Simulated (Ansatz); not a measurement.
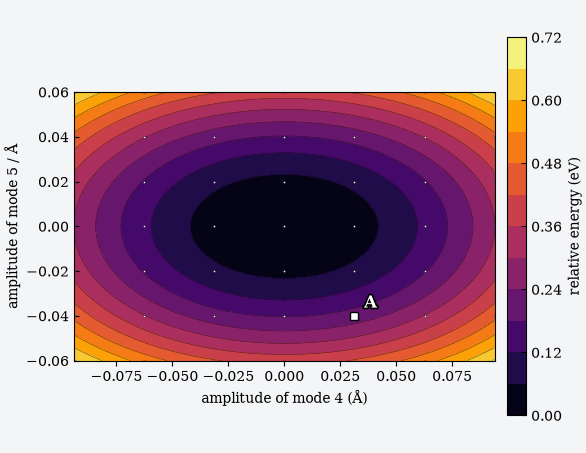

C (P6/mmm, No. 191; 2 atoms in the cell). The energy is mapped over two normal modes frozen in (zone-centre modes of the 2-atom cell of this scan). Coordinates scanned: (1) amplitude of mode 4 (875 cm⁻¹), largest displacement; (2) amplitude of mode 5 (1586 cm⁻¹), largest displacement. Nothing is relaxed (the cell and all other modes fixed). The grid has 7 × 7 points; 16 points were computed and 33 follow by symmetry. Points are written as (first, second). Energies: eV per cell, counted from the lowest grid point. Level of theory: Ansatz 0.2.0, DFT PBEsol+D3(BJ), scalar-relativistic, plane waves, PAW. Settings: cutoff 520 eV, k-mesh 21×21×12 in the order of the run's cell vectors, gaussian smearing 0.15 eV, no spin polarisation.

The picture shows filled contours, dots at the grid points, the point A. Between grid points the surface is interpolated.

### Which way does the force act at A, and how strong is it?

A, at (0.031 Å, −0.04 Å), is not a stationary point. The computed force is 2 eV for each Å towards smaller values of the first coordinate and 8.7 eV for each Å towards larger values of the second coordinate.

PAW datasets: the set soft_1.
